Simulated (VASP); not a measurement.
# CdTe with PBE + D3(BJ): from relaxation to properties, part 3 of 4

What structure does CdTe take at this level, and what are its properties? The start is a cell from a database of measured crystal structures.

VASP 6.6.1, plane waves and PAW; the level of theory is named at each step.

So far, gap on the k-mesh (eV): step 2 (relaxing cell and atoms (PBE + D3(BJ))) 0.725; step 3 (second relaxation) 0.725; step 4 (single point with fields (PBE + D3(BJ))) 0.725; step 6 (density of states (PBE + D3(BJ))) 0.729. The relaxed cell has a = 6.509 Å (conventional setting).

## (7) Independent-particle dielectric function (PBE + D3(BJ))

Level of this step: PBE with D3(BJ); plane waves and PAW (Cd, Te) (VASP).

LOPTICS sums transitions from filled to empty bands. NBANDS is raised for it.

The input, INCAR:

```
SYSTEM = CdTe
PREC = Accurate
ENCUT = 400
EDIFF = 1E-06
NELM = 100
ISMEAR = 0
SIGMA = 0.05
LREAL = .FALSE.
ALGO = Normal
GGA = PE
IVDW = 12
NBANDS = 25
LORBIT = 11
LWAVE = .FALSE.
LCHARG = .FALSE.
KPAR = 2
LOPTICS = .TRUE.
NEDOS = 1500
CSHIFT = 0.1
```

The input, POSCAR:

```
CdTe
1.0
    0.0000000000      3.2547367159      3.2547367159
    3.2547367159      0.0000000000      3.2547367159
    3.2547367159      3.2547367159      0.0000000000
Cd Te
1 1
Direct
    0.0000000000      0.0000000000      0.0000000000
    0.2500000000      0.2500000000      0.2500000000
```

The input, KPOINTS:

```
Automatic mesh
0
Gamma
8 8 8
0 0 0
```

PAW data sets: Cd and Te (PBE family, release 64).

Command:

```console
$ mpirun -np 2 vasp_std
```

Log:

```text
[... set-up lines as in an earlier step ...]
 entering main loop
       N       E                     dE             d eps       ncg     rms          rms(c)
DAV:   1     0.924965835467E+02    0.92497E+02   -0.68121E+03  1522   0.504E+02
DAV:   2    -0.140531146603E+01   -0.93902E+02   -0.88197E+02  1753   0.158E+02
DAV:   3    -0.498715692628E+01   -0.35818E+01   -0.35641E+01  1825   0.311E+01
DAV:   4    -0.501724360126E+01   -0.30087E-01   -0.30083E-01  1803   0.262E+00
DAV:   5    -0.501759681508E+01   -0.35321E-03   -0.35321E-03  1846   0.240E-01    0.550E+00
DAV:   6    -0.480094450794E+01    0.21665E+00   -0.20606E-01  1671   0.460E+00    0.441E+00
DAV:   7    -0.478471146659E+01    0.16233E-01   -0.81899E-02  1760   0.136E+00    0.172E+00
DAV:   8    -0.478573729860E+01   -0.10258E-02   -0.10546E-02  1661   0.774E-01    0.386E-01
DAV:   9    -0.478593666830E+01   -0.19937E-03   -0.64649E-04  1662   0.196E-01    0.116E-01
DAV:  10    -0.478601901441E+01   -0.82346E-04   -0.95037E-05  1651   0.609E-02    0.479E-02
DAV:  11    -0.478605681983E+01   -0.37805E-04   -0.46639E-05  1571   0.266E-02    0.227E-02
DAV:  12    -0.478605700991E+01   -0.19008E-06   -0.11680E-06  1854   0.502E-03
   1 F= -.54593656E+01 E0= -.54593656E+01  d E =-.511372E-12
 optical routines
 imaginary and real dielectric function
 recalculating local potential from charge density
 direction            1
 direction            2
 direction            3
```

The job ended after 15 s (2 MPI ranks of AMD EPYC 9R14 (Zen 4), shared host; peak memory 0.38 GiB; 27 s of CPU time).

OUTCAR, selected parts (step 7):

```text
   k-points           NKPTS =     29   k-points in BZ     NKDIM =     29   number of bands    NBANDS=     25

   NELECT =      18.0000    total number of electrons

 E-fermi :   2.4499

 k-point     1 :       0.0000    0.0000    0.0000
  band No.  band energies     occupation
    ...
      5      -5.7612      2.00000
      6      -5.7612      2.00000
      7       2.2286      2.00000
      8       2.2286      2.00000
      9       2.2286      2.00000
     10       2.9575      0.00000
     11       6.8387      0.00000
     12       6.8387      0.00000
     13       6.8387      0.00000
     14       9.6727      0.00000
    ...

 Edisp (eV)   -0.67331

  Total      -0.01242    -0.01242    -0.01242    -0.00000    -0.00000     0.00000
  in kB      -0.28855    -0.28855    -0.28855    -0.00000    -0.00000     0.00000
  external pressure =       -0.29 kB  Pullay stress =        0.00 kB

  FREE ENERGIE OF THE ION-ELECTRON SYSTEM (eV)
  ---------------------------------------------------
  free  energy   TOTEN  =        -5.4593656394 eV

  energy  without entropy=       -5.4593656394  energy(sigma->0) =       -5.45936564

 plasma frequency squared (from intraband transitions) (eV^2)
  --------------------------------------------------------------------------------------
       0.000      -0.000       0.000
      -0.000       0.000       0.000
       0.000       0.000       0.000

[... 8 parts as in an earlier step ...]

[... 9 further parts left out ...]
```

With so small a gap the low-energy part of the spectrum hangs on the few k-points near the gap and is not converged. These are independent-particle spectra without excitons or local fields, and fine structure depends on the mesh and on CSHIFT.

This step gave:

```
bands                          : 25
Fermi energy                   : 2.450 eV
pressure                       : -0.02886 GPa
gap on the k-mesh              : 0.7289 eV
least direct gap on the k-mesh : 0.7289 eV
```

The imaginary dielectric function, xx has structure finer than the step of the table below, so its rows give means over 1 eV, whole bins alone (the curve runs from 0 to 25.0 eV). Peaks (eV: height): 0.8: 7.38, 1.7: 6.47, 2.4: 11.6, 3.2: 10.8, 4.3: 18.8, 5.2: 11.1.

Imaginary dielectric function, xx against photon energy; means over each step:

```csv
photon energy (eV),"imaginary dielectric function, xx"
1,2.46
2,4.85
3,7.60
4,10.1
5,9.04
6,6.82
7,3.91
8,2.13
9,1.34
10,1.11
11,0.862
12,0.640
13,0.736
14,0.543
15,0.451
16,0.389
17,0.327
18,0.319
19,0.382
20,0.252
21,0.253
22,0.187
23,0.193
24,0.197
```

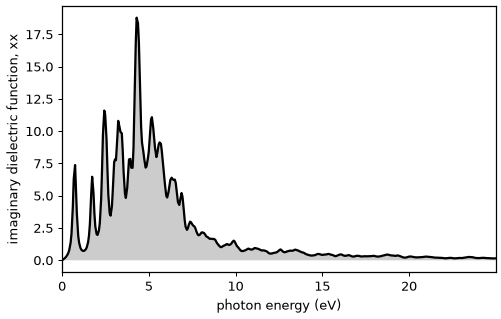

Imaginary dielectric function, xx against photon energy.

The real dielectric function, xx by photon energy:

```csv
photon energy (eV),"real dielectric function, xx"
0,11.0
1,7.42
2,9.69
3,10.3
4,7.89
5,2.46
6,-2.89
7,-4.15
8,-1.68
9,-1.45
10,-1.09
11,-0.320
12,-0.215
13,0.0619
14,-0.151
15,0.161
16,0.285
17,0.339
18,0.395
19,0.384
20,0.469
21,0.468
22,0.482
23,0.581
24,0.542
```

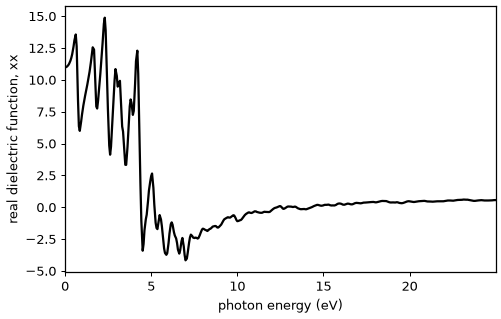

Real dielectric function, xx, plotted against photon energy.

The mean of ε2 over directions passes 5 % of its top at 0.49 eV, against a least direct gap of 0.73 eV on this mesh; what lies under the gap is the tail of the broadening by CSHIFT.

## (8) Core-level energies (PBE + D3(BJ))

ICORELEVEL = 1 prints the core eigenvalues in the potential of the ground state.

INCAR, as its differences from that of step 7:

```diff
@@ -11,3 +11,3 @@
 IVDW = 12
-NBANDS = 25
+NBANDS = 15
 LORBIT = 11
@@ -16,4 +16,2 @@
 KPAR = 2
-LOPTICS = .TRUE.
-NEDOS = 1500
-CSHIFT = 0.1
+ICORELEVEL = 1
```

POSCAR is that of step 7.

The input, KPOINTS:

```
Automatic mesh
0
Gamma
5 5 5
0 0 0
```

Command:

```console
$ mpirun -np 2 vasp_std
```

Log:

```text
[... set-up lines as in an earlier step ...]
 entering main loop
       N       E                     dE             d eps       ncg     rms          rms(c)
[... 13 cycles as in an earlier step ...]
   1 F= -.54416267E+01 E0= -.54416267E+01  d E =-.314998E-16
```

The job ended after 5.2 s (2 MPI ranks; peak memory 0.29 GiB).

From OUTCAR (step 8):

```text
   NELECT =      18.0000    total number of electrons

 the core state eigenenergies are
   1-  1s -26513.6562  2s  -3930.8324  2p  -3526.0866  3s   -727.7068  3p   -594.9960
       3d   -387.4470  4s    -99.8920  4p    -60.9495
   2-  1s -31613.0074  2s  -4840.5884  2p  -4343.9840  3s   -956.8044  3p   -795.4622
       3d   -551.7126  4s   -156.3086  4p   -106.3469  4d    -33.6676

 E-fermi :   2.5151

 Edisp (eV)   -0.67331

[... 19 parts as in an earlier step ...]

[... 2 further parts left out ...]
```

These are scalar-relativistic Kohn-Sham levels of the ground state, with no core hole, so they are not binding energies.

Numbers from this step:

```yaml
scf_cycles: 13
bands: 15
irreducible_k_points: 10
free_energy_toten: -5.442 eV
fermi_energy: 2.515 eV
pressure: 0.01478 GPa
gap_on_the_k_mesh: 0.7247 eV
least_direct_gap_on_the_k_mesh: 0.7247 eV
```

Kohn-Sham core levels. Core levels, by row:

```csv
atom,shell,level below the valence-band top (eV)
Cd1,1s,26516
Cd1,2s,3933
Cd1,2p,3528
Cd1,3s,729.9
Cd1,3p,597.2
Cd1,3d,389.7
Cd1,4s,102.1
Cd1,4p,63.19
Te2,1s,31615
Te2,2s,4843
Te2,2p,4346
Te2,3s,959
Te2,3p,797.7
Te2,3d,554
Te2,4s,158.5
Te2,4p,108.6
Te2,4d,35.91
```

## (9) Bands along the symmetry lines (PBE + D3(BJ) + SOC)

This step: PBE with D3(BJ), spin-orbit coupling; plane waves and PAW (Cd, Te) (VASP 6.6.1).

The mesh alone shows little of the dispersion and can miss band extrema, so KPOINTS_OPT adds a path through the symmetry points after the self-consistent cycle. Spin-orbit coupling needs spinors and the noncollinear program, where each band holds one electron.

INCAR, as its differences from that of step 8:

```diff
@@ -11,3 +11,8 @@
 IVDW = 12
-NBANDS = 15
+LNONCOLLINEAR = .TRUE.
+MAGMOM = 0 0 0 0 0 0
+NBANDS = 30
+GGA_COMPAT = .FALSE.
+LASPH = .TRUE.
+LSORBIT = .TRUE.
 LORBIT = 11
@@ -16,2 +21 @@
 KPAR = 2
-ICORELEVEL = 1
```

POSCAR is that of step 8.

The input, KPOINTS:

```
Automatic mesh
0
Gamma
4 4 4
0 0 0
```

The input, KPOINTS_OPT:

```
Line mode
16
Line-mode
Reciprocal
  0.00000000   0.00000000   0.00000000 GAMMA
  0.50000000   0.00000000   0.50000000 X

  0.50000000   0.00000000   0.50000000 X
  0.50000000   0.25000000   0.75000000 W

  0.50000000   0.25000000   0.75000000 W
  0.37500000   0.37500000   0.75000000 K

  0.37500000   0.37500000   0.75000000 K
  0.00000000   0.00000000   0.00000000 GAMMA

  0.00000000   0.00000000   0.00000000 GAMMA
  0.50000000   0.50000000   0.50000000 L

  0.50000000   0.50000000   0.50000000 L
  0.62500000   0.25000000   0.62500000 U

  0.62500000   0.25000000   0.62500000 U
  0.50000000   0.25000000   0.75000000 W

  0.50000000   0.25000000   0.75000000 W
  0.50000000   0.50000000   0.50000000 L

  0.50000000   0.50000000   0.50000000 L
  0.37500000   0.37500000   0.75000000 K

  0.62500000   0.25000000   0.62500000 U
  0.50000000   0.00000000   0.50000000 X
```

Command:

```console
$ mpirun -np 2 vasp_ncl
```

Log:

```text
[... set-up lines as in an earlier step ...]
 entering main loop
       N       E                     dE             d eps       ncg     rms          rms(c)
DAV:   1     0.944553293066E+02    0.94455E+02   -0.68888E+03   600   0.838E+02
DAV:   2    -0.682432729339E+00   -0.95138E+02   -0.91598E+02   710   0.238E+02
DAV:   3    -0.504357897907E+01   -0.43611E+01   -0.43372E+01   718   0.514E+01
DAV:   4    -0.509895367779E+01   -0.55375E-01   -0.55366E-01   746   0.502E+00
DAV:   5    -0.509950766539E+01   -0.55399E-03   -0.55396E-03   726   0.518E-01    0.610E+00
DAV:   6    -0.486516269616E+01    0.23434E+00   -0.35102E-01   650   0.788E+00    0.477E+00
DAV:   7    -0.484878909078E+01    0.16374E-01   -0.13642E-01   654   0.238E+00    0.238E+00
DAV:   8    -0.484989637137E+01   -0.11073E-02   -0.95910E-03   690   0.953E-01    0.102E+00
DAV:   9    -0.485010380499E+01   -0.20743E-03   -0.52626E-04   702   0.239E-01    0.354E-01
DAV:  10    -0.485038428559E+01   -0.28048E-03   -0.50014E-04   642   0.189E-01    0.632E-02
DAV:  11    -0.485041440381E+01   -0.30118E-04   -0.31309E-05   734   0.598E-02    0.288E-02
DAV:  12    -0.485044348092E+01   -0.29077E-04   -0.39839E-05   624   0.356E-02    0.194E-02
DAV:  13    -0.485044440794E+01   -0.92702E-06   -0.61467E-07   620   0.686E-03
   1 F= -.55237530E+01 E0= -.55237530E+01  d E =-.225540E-11  mag=    -0.0000     0.0000    -0.0000
 Start KPOINTS_OPT (optional k-point list driver)
k-point batch [1-10\160]
       N       E                     dE             ncg
DAV:   1     0.378514860147E+03   -0.37972E+03      608
DAV:   2    -0.633037773888E+03   -0.10116E+04      674
DAV:   3    -0.680429426904E+03   -0.47392E+02      684
DAV:   4    -0.681069681491E+03   -0.64025E+00      764
DAV:   5    -0.681076641158E+03   -0.69597E-02      684
DAV:   6    -0.681076853898E+03   -0.21274E-03      764
DAV:   7    -0.681076858643E+03   -0.47457E-05      692
DAV:   8    -0.681076858792E+03   -0.14892E-06      484
[...]
k-point batch [151-160\160]
       N       E                     dE             ncg
DAV:   1     0.205635921279E+03   -0.46374E+04      616
DAV:   2    -0.725619467919E+03   -0.93126E+03      700
DAV:   3    -0.763677570719E+03   -0.38058E+02      752
DAV:   4    -0.764112858621E+03   -0.43529E+00      804
DAV:   5    -0.764116690245E+03   -0.38316E-02      734
DAV:   6    -0.764116777377E+03   -0.87132E-04      828
DAV:   7    -0.764116779535E+03   -0.21579E-05      654
DAV:   8    -0.764116779598E+03   -0.63726E-07      526
```

Elapsed: 2.1 min, on 2 MPI ranks; peak memory 0.53 GiB.

OUTCAR, selected parts (step 9):

```text
   k-points           NKPTS =     10   k-points in BZ     NKDIM =     10   number of bands    NBANDS=     30

   NELECT =      18.0000    total number of electrons

 E-fermi :   2.7526

 k-point     1 :       0.0000    0.0000    0.0000
  band No.  band energies     occupation
    ...
     14       1.6985      1.00000
     15       2.5258      1.00000
     16       2.5258      1.00000
     17       2.5258      1.00000
     18       2.5258      1.00000
     19       2.9745      0.00000
     20       2.9745      0.00000
     21       6.6203      0.00000
     22       6.6203      0.00000
     23       6.9510      0.00000
    ...

 Edisp (eV)   -0.67331

  Total       0.09003     0.09003     0.09003     0.00000     0.00000    -0.00000
  in kB       2.09180     2.09180     2.09180     0.00000     0.00000    -0.00000
  external pressure =        2.09 kB  Pullay stress =        0.00 kB

 POSITION                                       TOTAL-FORCE (eV/Angst)
 -----------------------------------------------------------------------------------
      0.00000      0.00000      0.00000        -0.000000     -0.000000     -0.000000
      1.62737      1.62737      1.62737         0.000000      0.000000      0.000000
 -----------------------------------------------------------------------------------
    total drift:                                0.000000      0.000000      0.000000

  FREE ENERGIE OF THE ION-ELECTRON SYSTEM (eV)
  ---------------------------------------------------
  free  energy   TOTEN  =        -5.5237530374 eV

  energy  without entropy=       -5.5237530374  energy(sigma->0) =       -5.52375304

 Spin-Orbit-Coupling matrix elements
 Ion:    1  E_soc:     -0.0600689
 Ion:    2  E_soc:     -0.1931808

 magnetization (x)
# of ion       s       p       d       tot
------------------------------------------
    1       -0.000  -0.000  -0.000  -0.000
    2       -0.000  -0.000   0.000  -0.000
--------------------------------------------------
tot         -0.000  -0.000  -0.000  -0.000

 magnetization (y)
# of ion       s       p       d       tot
------------------------------------------
    1        0.000   0.000  -0.000  -0.000
    2        0.000   0.000   0.000   0.000
--------------------------------------------------
tot          0.000   0.000  -0.000   0.000

 magnetization (z)
# of ion       s       p       d       tot
------------------------------------------
    1       -0.000  -0.000   0.000  -0.000
    2       -0.000   0.000  -0.000  -0.000
--------------------------------------------------
tot         -0.000   0.000   0.000  -0.000

[... 6 parts as in an earlier step ...]

[... 10 further parts left out ...]
```

LASPH is switched on together with spin-orbit coupling, so the change from the scalar run holds both.

This step gave:

| Property | Result |
| --- | --- |
| bands | 30 |
| free energy (TOTEN) | -5.524 eV |
| Fermi energy | 2.753 eV |
| pressure | 0.2092 GPa |
| least gap on mesh and path | 0.4485 eV |
| least direct gap on mesh and path | 0.4486 eV |

On-site spin-orbit energy by atom:

```csv
atom,on-site spin-orbit energy (eV)
Cd1,-0.060
Te2,-0.193
```

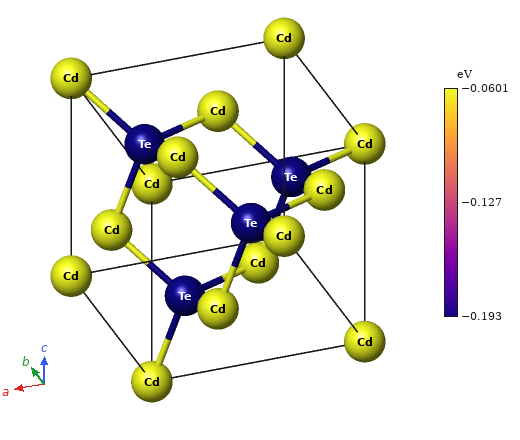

Atoms coloured by on-site spin-orbit energy. Bonds to atoms that aren't drawn are left out. Some periodic images of atoms are drawn too.

The electronic bands at the labelled points (eV, zero at the valence-band top; v1 is the highest filled band, c1 the lowest empty one):

```csv
point,v4,v3,v2,v1,c1,c2,c3,c4
Γ,0.00,0.00,0.00,0.00,0.45,0.45,4.09,4.09
X,-2.27,-2.27,-1.94,-1.94,2.35,2.35,2.39,2.39
W,-2.84,-2.39,-2.38,-2.35,3.71,4.10,4.40,4.45
K,-2.95,-2.67,-1.78,-1.75,2.59,2.63,4.13,4.31
Γ,0.00,0.00,0.00,0.00,0.45,0.45,4.09,4.09
L,-1.29,-1.29,-0.78,-0.78,1.52,1.52,4.83,4.83
U,-2.95,-2.67,-1.78,-1.75,2.59,2.63,4.13,4.31
W,-2.84,-2.39,-2.38,-2.35,3.71,4.10,4.40,4.45
L,-1.29,-1.29,-0.78,-0.78,1.52,1.52,4.83,4.83
K,-2.95,-2.67,-1.78,-1.75,2.59,2.63,4.13,4.31
jump to U,-2.95,-2.67,-1.78,-1.75,2.59,2.63,4.13,4.31
X,-2.27,-2.27,-1.94,-1.94,2.35,2.35,2.39,2.39
```

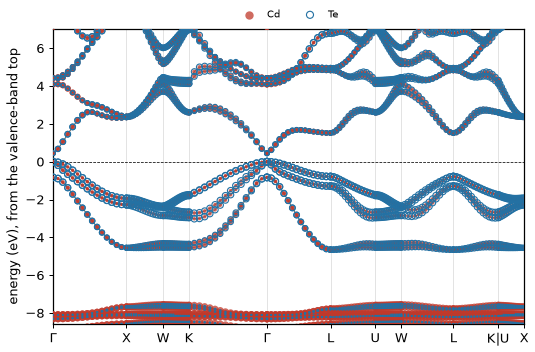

Electronic bands along the path; dots are coloured as in the legend, and their area grows with the weight.

The gap moves by -0.28 eV against PBE with D3(BJ), which ran on another mesh.

## (10) Starting orbitals for the hybrid

This step: PBE; plane waves and PAW (Cd, Te) (VASP 6.6.1).

A hybrid converges badly from random orbitals, so a cheap semilocal run writes a WAVECAR on the same mesh first.

The input, INCAR:

```
SYSTEM = CdTe
PREC = Accurate
ENCUT = 400
EDIFF = 1E-05
NELM = 100
ISMEAR = 0
SIGMA = 0.05
LREAL = .FALSE.
ALGO = Normal
GGA = PE
NBANDS = 15
LORBIT = 11
LWAVE = .TRUE.
LCHARG = .FALSE.
KPAR = 2
```

POSCAR is that of step 9.

KPOINTS is that of step 9.

Command:

```console
$ mpirun -np 2 vasp_std
```

Log:

```text
[... set-up lines as in an earlier step ...]
 entering main loop
       N       E                     dE             d eps       ncg     rms          rms(c)
DAV:   1     0.880211729741E+02    0.88021E+02   -0.69836E+03   240   0.834E+02
DAV:   2    -0.149455929287E+01   -0.89516E+02   -0.85627E+02   268   0.224E+02
DAV:   3    -0.493779769927E+01   -0.34432E+01   -0.34338E+01   303   0.474E+01
DAV:   4    -0.497068783234E+01   -0.32890E-01   -0.32888E-01   367   0.395E+00
DAV:   5    -0.497075807035E+01   -0.70238E-04   -0.70238E-04   324   0.169E-01    0.546E+00
DAV:   6    -0.474059507810E+01    0.23016E+00   -0.40596E-01   268   0.778E+00    0.449E+00
DAV:   7    -0.472284373738E+01    0.17751E-01   -0.12098E-01   282   0.231E+00    0.174E+00
DAV:   8    -0.472391166997E+01   -0.10679E-02   -0.11470E-02   268   0.126E+00    0.515E-01
DAV:   9    -0.472432105063E+01   -0.40938E-03   -0.96079E-04   261   0.323E-01    0.120E-01
DAV:  10    -0.472440668534E+01   -0.85635E-04   -0.12790E-04   289   0.104E-01    0.546E-02
DAV:  11    -0.472445593900E+01   -0.49254E-04   -0.91385E-05   254   0.599E-02    0.366E-02
DAV:  12    -0.472445484310E+01    0.10959E-05   -0.31839E-06   204   0.150E-02
   1 F= -.47244548E+01 E0= -.47244548E+01  d E =-.472295E-11
 writing wavefunctions
```

The job ended after 4 s (2 MPI ranks; peak memory 0.26 GiB; 5.9 s of CPU time).

From OUTCAR (step 10):

```text
   k-points           NKPTS =      8   k-points in BZ     NKDIM =      8   number of bands    NBANDS=     15

   NELECT =      18.0000    total number of electrons

 E-fermi :   2.4758

 k-point     1 :       0.0000    0.0000    0.0000
  band No.  band energies     occupation
    ...
      5      -5.7671      2.00000
      6      -5.7671      2.00000
      7       2.2553      2.00000
      8       2.2553      2.00000
      9       2.2553      2.00000
     10       2.9720      0.00000
     11       6.8461      0.00000
     12       6.8461      0.00000
     13       6.8461      0.00000
     14       9.6933      0.00000
    ...

  Total        0.8687774      0.8687774      0.8687774     -0.0000000      0.0000000     -0.0000000
  in kB       20.1855931     20.1855931     20.1855931     -0.0000000      0.0000000     -0.0000000
  external PRESSURE =      20.1855931 kB  Pullay stress =       0.0000000 kB

  FREE ENERGIE OF THE ION-ELECTRON SYSTEM (eV)
  ---------------------------------------------------
  free  energy   TOTEN  =        -4.7244548431 eV

  energy  without entropy=       -4.7244548431  energy(sigma->0) =       -4.72445484

[... 7 parts as in an earlier step ...]

[... 10 further parts left out ...]
```

At this level the cell is under a pressure of 2.0 GPa, so at these settings it is away from equilibrium.

A gap read on the k-mesh alone can miss the band edges.

This step gave:

* SCF cycles: 12
* bands: 15
* irreducible k-points: 8
* free energy (TOTEN): -4.724 eV
* Fermi energy: 2.476 eV
* pressure: 2.019 GPa
* gap on the k-mesh: 0.7167 eV
* least direct gap on the k-mesh: 0.7167 eV

[end of part 3 of 4]

[Lines on the potential files, build, host, timing and source positions are cut from VASP's logs without a mark.]

[Logs are printed without paths, hosts, clocks, repeated set-up lines and the standing remarks that a program may print on its own settings, such as how far it seeks lower states.]

[Hosts, paths, dates, database ids (printed as entryN), source tags and the programs' standing remarks are cut or masked in the printed files.]

[A measured line is paired with the nearest computed mode of its activity, which favours agreement.]
